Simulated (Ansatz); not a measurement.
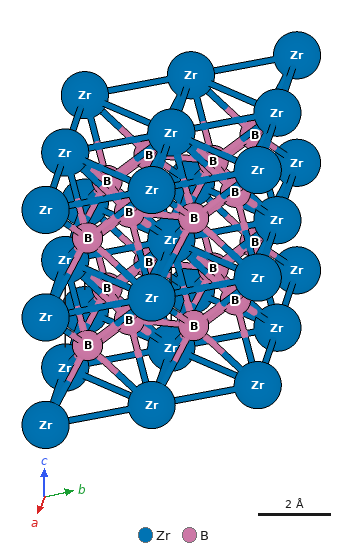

This is solid ZrB2 (set up in P6/mmm). The picture is a ball-and-stick view of the cell of the calculation, repeated 2 × 2 × 2 with one cell outlined, seen from a free direction.

All numbers below come from DFT, LDA, PAW with Ansatz's default frozen-core files, scalar-relativistic (Ansatz). Settings: plane-wave cutoff 420 eV; k-point mesh 12 × 12 × 9; occupations fermi dirac; smearing width 0.05 eV; no spin polarisation.

Now this is done to it. All lengths are scaled by +2.0 % (volume +6.0 %), the atoms keeping their fractional coordinates. No relaxation follows.

Input file:
```yaml
crystal:
  lattice:
    - [3.227074405, 0.0, 0.0]
    - [-1.6135372026, 2.7947284147, 0.0]
    - [0.0, 0.0, 3.5890371349]
  atoms:
    - { symbol: Zr, position: [0.0, 0.0, 0.0] }
    - { symbol: B, position: [0.3333333333, 0.6666666667, 0.5] }
    - { symbol: B, position: [0.6666666667, 0.3333333333, 0.5] }
kpoints:
  mp_grid: { grid: [12, 12, 9] }
scf:
  occupations: { method: fermi_dirac, width: 0.05 }
hamiltonian:
  xc: lda
  pseudopotentials: { kind: paw }
output:
  forces: true
  stress: true
  eigenvalues: true
  efg: { contact_densities: true }
  write_density: true
  write_potential: true
  elf: true
  volumetric_format: npy
```

Command:
```bash
ansatz run input.yaml --threads 1 --pin off --max-ram 6144MiB --backend cpu --events-out ev --progress --plain --runs-dir out
```

### Predict the response.

It costs 51.9 meV per atom. The pressure goes from −7.3 to −19.3 GPa. The principal stresses (compression positive) are −17.8 GPa along c and −20.1 GPa across it. All forces vanish by symmetry. Near-neighbour distances before and after: Zr–Zr 3.165 → 3.227 Å, B–Zr 2.537 → 2.587 Å, B–B 1.827 → 1.863 Å. The space group stays P6/mmm (No. 191).

The changed structure in the same view:

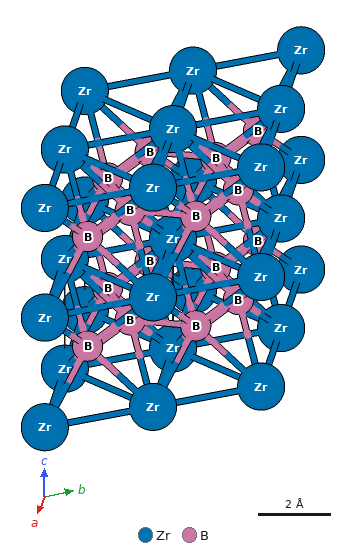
